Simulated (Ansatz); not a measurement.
Single-point calculation of AlN

AlN (F-43m, 2 atoms in the cell), computed with DFT PBE, scalar-relativistic, plane waves, PAW, no spin polarisation (Ansatz 0.2.0).

The structure derives from a Materials Project entry. It belongs to a series of runs on one base structure; here: band edges sought over the zone. Figures and captions count atoms from 1; the log counts them from 0 in places.

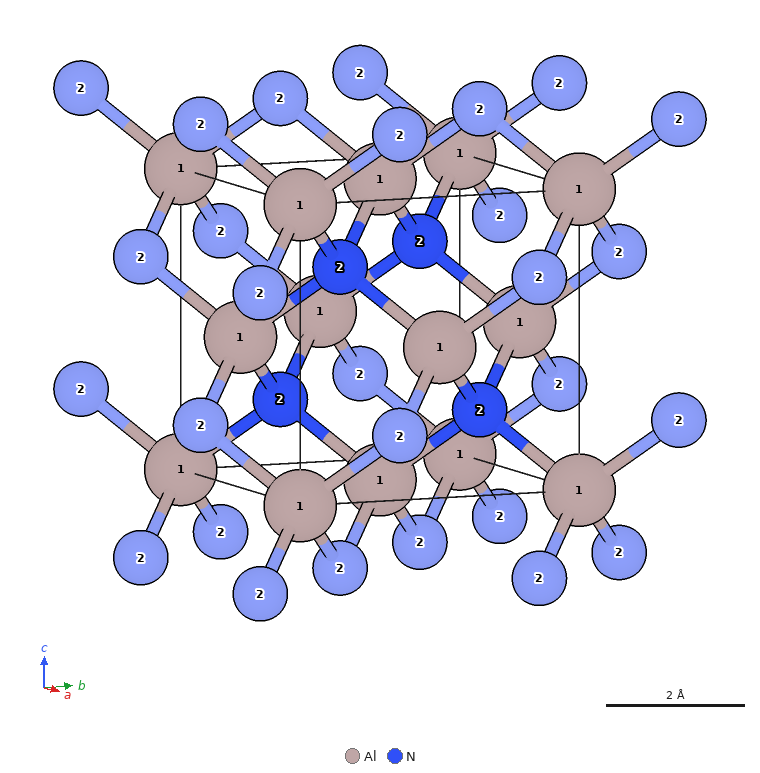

Fig. 1: The input geometry (ball-and-stick view of the cell 4 times as large as that of the calculation, set on its symmetry axes, seen slightly off an axis; neighbours outside the cell are drawn fainter; atoms are numbered from 1 in the order of the input). An atom can appear more than once, as a periodic image. Near neighbours in the periodic cell (some may lie outside the picture): Al has 4 N at 1.91 Å; N has 4 Al at 1.91 Å.

## Results in brief

- outcome: converged
- space group (tolerance 0.01 Å): F-43m (216)
- electrons treated: 8
- free energy: −924.2111 eV
- Fermi energy: 8.378 eV
- gap on the k-point mesh: 3.31 eV
- gap on the band path: 3.31 eV
- pressure: 0.00 GPa
- largest force (length of the vector): under 0.001 eV/Å
- hardware: 4 threads of Arm Neoverse V1, 24 GiB of memory available, shared host
- wall time: 1 s (CPU time 2.9 s)
- peak memory: 0.27 GiB

## Input
```yaml
crystal:
  lattice:
    - [0.0, 2.2015871008, 2.2015871008]
    - [2.2015871008, 0.0, 2.2015871008]
    - [2.2015871008, 2.2015871008, 0.0]
  atoms:
    - { symbol: Al, position: [0.0, 0.0, 0.0] }
    - { symbol: "N", position: [0.75, 0.75, 0.75] }
basis:
  ecutwfc: 420
  xc_grid: 2
kpoints:
  mp_grid: { grid: [10, 10, 10] }
  band_path: { path: [VBM, CBM], npoints: 2 }
hamiltonian:
  xc: pbe
scf:
  occupations: { method: gaussian, width: 0.01 }
output:
  forces: true
  stress: true
  eigenvalues: true
```

Command:
```bash
ansatz run input.yaml --threads 4 --pin off --max-ram 10240MiB --backend cpu --events-out ev --progress --plain --runs-dir out
```

## What the program printed
```
Engine: ansatz 0.2.0, aarch64-unknown-linux-gnu
Pseudopotentials: kind: paw
Pseudopotential: Al, paw, valence charge 3, recommended cutoff 420 eV (normal), Al.paw.azcp
Pseudopotential: N, paw, valence charge 5, recommended cutoff 420 eV (normal), N.paw.azcp
Functional definition: PBE
  parameter kappa = 0.804
  parameter beta = 0.06672455060314922
  exchange = pbe_x(kappa = kappa, mu = beta*pi^2/3)
  correlation = pbe_c(beta = beta)
Crystal: 2 atoms, lattice volume = 21.342 Å³
Basis set: ecut = 420 eV, 411 PW (Γ), exchange–correlation on 48×48×48 points (8 copies of the dense FFT grid, shifted against one another)
Bands: 8, of which v1, the nominal top of the filled ones, is band 4 counted from 1 (3 counted from 0)
Symmetry: 24 space group operations
Space group: F-43m (ITA 216), of the structure as read, at distance tolerance 2.8e-5 Å
k-points: 47 of 1000 (time reversal used)
Non-local potential: Al, projectors of the file, l = 0: 2, l = 1: 2, l = 2: 1
Non-local potential: N, projectors of the file, l = 0: 2, l = 1: 2, l = 2: 1
PAW form: soft (Blöchl's): semilocal exchange-correlation on the pseudo side does not see the compensation charge
PAW one-centre angular grid: Al, 110 points (default); XC on 64 Gauss nodes
PAW one-centre angular grid: N, 110 points (default); XC on 64 Gauss nodes
Initial density: superposition of atomic densities (neutral atoms: chi_scale 0, normalization atom), corrected by the library's trained network
Initial wavefunctions: pseudopotential atomic-orbital guess
Functional: x = pbe(κ = 0.804, μ = 0.2195149727645171), c = pbe(β = 0.06672455060314922)
SCF iter   1: F=—  HF=-924.210912 eV  |F-HF|=—  |Δ(HF+E_count)|=         —  Δρ=7.07e-4  dr2=3.75e-5  ethr=1.77e-3  ⟨swp⟩=5.0  Hψ=2789  notcnv=0
preconditioner: auto → none  [insulator: Δε(μ)=3.314 eV  Ē_g=15.171 eV  σ=0.010 eV  W_gap=1.00  n_scr=0 (ndim 8)  ℏωp=22.7 eV  f_vac=0.000  D(μ)=0.00/eV (n_scr^D=0)  ε∞_Penn≈3.2]
SCF iter   2: F=—  HF=-924.211061 eV  |F-HF|=—  |Δ(HF+E_count)|=   1.48e-4  Δρ=3.38e-4  dr2=8.65e-6  ethr=4.69e-7  ⟨swp⟩=2.0  Hψ=1127  notcnv=0
SCF iter   3: F=—  HF=-924.211095 eV  |F-HF|=—  |Δ(HF+E_count)|=   3.48e-5  Δρ=1.77e-4  dr2=4.58e-6  ethr=1.08e-7  ⟨swp⟩=2.0  Hψ=564  notcnv=0
iter 4 did not close the SCF: its close was put off for the readings that it lacked (scf_convergence_deferred on its scf_iter line)
SCF iter   4: F=-924.211096 eV  HF=-924.211096 eV  |F-HF|=1.27e-7  |Δ(HF+E_count)|=   9.36e-7  Δρ=2.17e-5  dr2=3.01e-8  ethr=5.73e-8  ⟨swp⟩=2.5  Hψ=544  notcnv=0
iter 5 did not close the SCF: its close was put off for the readings that it lacked (scf_convergence_deferred on its scf_iter line)
SCF iter   5: F=-924.211096 eV  HF=-924.211096 eV  |F-HF|=1.91e-9  |Δ(HF+E_count)|=   1.32e-7  Δρ=3.30e-6  dr2=8.18e-10  ethr=3.76e-10  ⟨swp⟩=2.1  Hψ=543  notcnv=0
SCF iter   6: F=-924.211096 eV  HF=-924.211096 eV  |F-HF|=9.78e-12  |Δ(HF+E_count)|=   2.17e-9  Δρ=2.64e-7  dr2=6.31e-12  ethr=1.02e-11  ⟨swp⟩=1.0  Hψ=1128  notcnv=0
SCF 1 converged in 6 iterations: F = -924.211096 eV  dr2 = 6.31e-12
  greatest PAW one-centre occupation: 0.787 electrons in one spin orbital (limit 2), on the N atom at site 1 (counted from 0), in its partial waves of l = 0
```

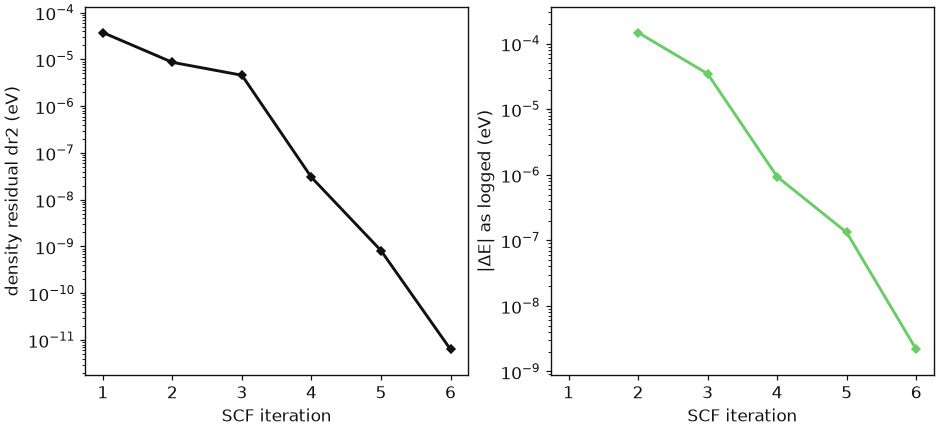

Fig. 2: Convergence of the self-consistent field: density residual dr2 and size of the energy change against the SCF iteration. The residual falls at every step.

```
NSCF: frozen V_eff on 16 k-points
NSCF: frozen V_eff on 16 k-points
NSCF: frozen V_eff on 16 k-points
NSCF: frozen V_eff on 16 k-points
NSCF: frozen V_eff on 6 k-points
NSCF: frozen V_eff on 11 k-points
NSCF: frozen V_eff on 11 k-points
NSCF: frozen V_eff on 9 k-points
NSCF: frozen V_eff on 5 k-points
NSCF: frozen V_eff on 6 k-points
NSCF: frozen V_eff on 4 k-points
NSCF: frozen V_eff on 2 k-points
NSCF: frozen V_eff on 6 k-points
NSCF: frozen V_eff on 4 k-points
NSCF: frozen V_eff on 2 k-points
NSCF: frozen V_eff on 5 k-points
NSCF: frozen V_eff on 2 k-points
NSCF: frozen V_eff on 3 k-points
SCF converged after 6 iterations
Free energy (F): -924.211096 eV
Harris-Foulkes:  -924.211096 eV  (|F-HF|=9.78e-12)
Internal energy: -924.211096 eV  (E = F + TS)
E sigma→0 (E₀):  -924.211096 eV
Fermi energy:    8.377762 eV
--- Per-component energies (eV) ---
  E_band       = 13.738862
  E_kinetic    = 158.448266
  E_local      = -224.998532  (includes V_loc(G=0)·N_el)
  E_nonlocal   = 55.302834
  E_hartree    = 77.847065
  E_xc         = -101.543513
  E_vxc        = -107.579522  (∫ρ·V_xc dr)
  E_paw        = -595.034006  (= ΣΔE_a)
  E_vpaw       = -23.128419  (= ΣTr[D̂ρ^β])
  E_aug_tail   = 0.000097  (compensation charges beyond the density's cutoff)
  E_ewald      = -294.233307
  E_smearing   = -0.000000  (= −TS)
  E_closure    = 0.000000  (closes the sum)
  Σ components = -924.211096   (vs F -924.211096, Δ=0.00e0)
--- Forces (eV/Å), atoms counted from 1 ---
  atom   1  Al    -0.00000000     0.00000000    -0.00000000
  atom   2  N      0.00000000    -0.00000000     0.00000000
  max |Σ_I F_I| component: 1.57e-16 eV/Å
--- Stress (GPa, compression-positive) ---
        0.002748       0.000000       0.000000
       -0.000000       0.002748       0.000000
       -0.000000       0.000000       0.002748
  P = ⅓ Tr σ = 0.0027 GPa (0.027 kbar)
--- Band table (eV; the first three rows and the last of 47) ---
  k-point 0: bands = ["-8.1089", "6.7217", "6.7217", "6.7217", "10.6973", "19.0665", "19.0665", "19.0665"]
  k-point 1: bands = ["-7.9669", "5.9106", "6.6707", "6.6707", "11.3662", "18.6775", "19.1959", "19.1959"]
  k-point 2: bands = ["-7.5633", "4.3288", "6.5435", "6.5435", "12.4943", "17.8809", "19.1367", "19.1367"]
  k-point 46: bands = ["-5.4762", "2.7052", "3.6895", "4.1584", "12.3894", "17.4062", "18.8635", "19.0573"]
```

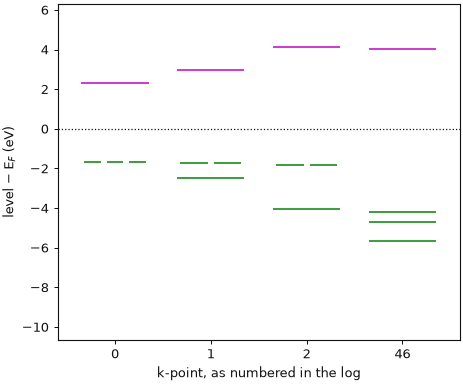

Fig. 3: Kohn–Sham levels near the Fermi level (dotted) at the few k-points that the log prints; levels within 0.02 eV of each other stand side by side. Among these points the highest filled and lowest empty levels are 3.98 eV apart; the gap on the full mesh, 3.31 eV, has an edge at a point that isn't printed.
